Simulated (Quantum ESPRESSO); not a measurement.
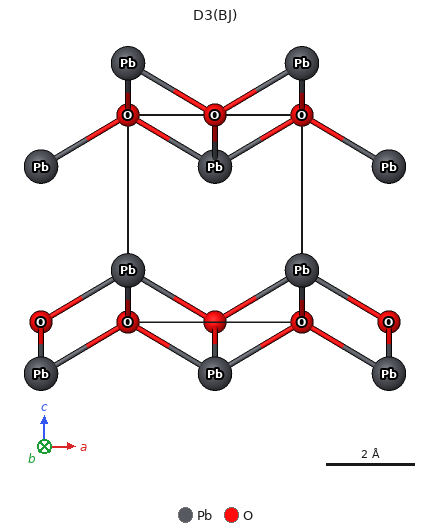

A crystal of PbO (set up in P4/nmm), relaxed (cell and atoms) with several dispersion corrections. The picture shows the result with D3(BJ). A ball-and-stick model of the cell of the calculation, seen along the b axis.

Computed with Quantum ESPRESSO 7.5: PBEsol, GBRV 1.5 PBEsol. Settings: plane-wave cutoff 612.3 eV; k-point mesh 6 × 6 × 5; occupations fermi-dirac; smearing width 0.05 eV; optimiser BFGS; no spin polarisation.

| dispersion correction | volume (Å³/atom) | a (Å) | c (Å) |
| --- | --- | --- | --- |
| D3(BJ) | 18.601 | 3.969 | 4.724 |
| D3 | 19.148 | 3.981 | 4.833 |
| none | ? | ? | ? |
| D4 | 18.936 | 3.974 | 4.796 |

**One row is withheld. What does the calculation give there?**

With none the volume is the largest of the series, above D3 (19.148). The calculation gives 19.945 Å³/atom (a = 3.989 Å, c = 5.013 Å). In order of volume: D3(BJ) < D4 < D3 < none; the spread is 7.2 %.

Each member starts from this one structure; whether another phase lies lower wasn't checked.

Limits of the set-up: layers or molecules are held without a dispersion correction, so their spacing is unreliable.
